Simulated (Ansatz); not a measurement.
Input

```
crystal:
  lattice:
    - [4.0761185321, 0.0, 0.0]
    - [0.0, 4.0894855086, 0.0]
    - [0.0, 0.0, 5.1611180268]
  atoms:
    - { symbol: Cu, position: [0.25, 0.25, 0.5], spin: 0.69 }
    - { symbol: Cu, position: [0.25, 0.75, 0.0], spin: 0.69 }
    - { symbol: Cu, position: [0.75, 0.75, 0.5], spin: 0.69 }
    - { symbol: Cu, position: [0.75, 0.25, 0.0], spin: 0.69 }
    - { symbol: O, position: [0.5, 0.0, 0.75], spin: 0.36 }
    - { symbol: O, position: [0.5, 0.0, 0.25], spin: 0.36 }
    - { symbol: O, position: [0.0, 0.5, 0.75], spin: 0.36 }
    - { symbol: O, position: [0.0, 0.5, 0.25], spin: 0.36 }
basis:
  ecutwfc: 500
kpoints:
  mp_grid: { grid: [10, 10, 8] }
hamiltonian:
  xc: r2scan
scf:
  occupations: { method: gaussian, width: 0.1 }
output:
  forces: true
  stress: true
  eigenvalues: true
  populations: true
  write_density: true
  write_potential: true
  elf: true
  volumetric_format: npy
magnetization:
  spin_polarized: true
```

Command:

```sh
ansatz run input.yaml --threads 1 --pin off --max-ram 2560MiB --backend cpu --events-out ev --progress --plain --runs-dir out
```

Space group Cccm; a structure from a database of computed crystals, not necessarily the ambient phase; spin-polarised.

Theory: DFT r2SCAN, scalar-relativistic, plane waves, PAW (Ansatz).

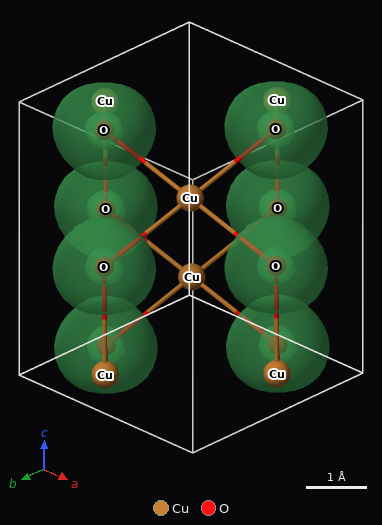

CuO. Isosurface of the ELF at 0.65 (green), seen at an oblique angle. Only the valence region is drawn (cores and ρ < 0.01 e/Å³ removed). Sticks mark near contacts.

Core electrons are frozen (PAW), and the valence fields are smoothed inside the atomic spheres.

> What do the ELF domains correspond to?

The surface consists of four regions wrapped around O (the valence shell of each), counted in one cell of 8 atoms. Any copies at cell faces, edges or corners count once. Along the contacts the grid gives the following. Cu–O (1.94 Å): the ELF peaks at about 0.85 in the valence shell of O, 0.6 Å from its nucleus, and is about 0.20 at the midpoint: no shared electron pair shows on this line.
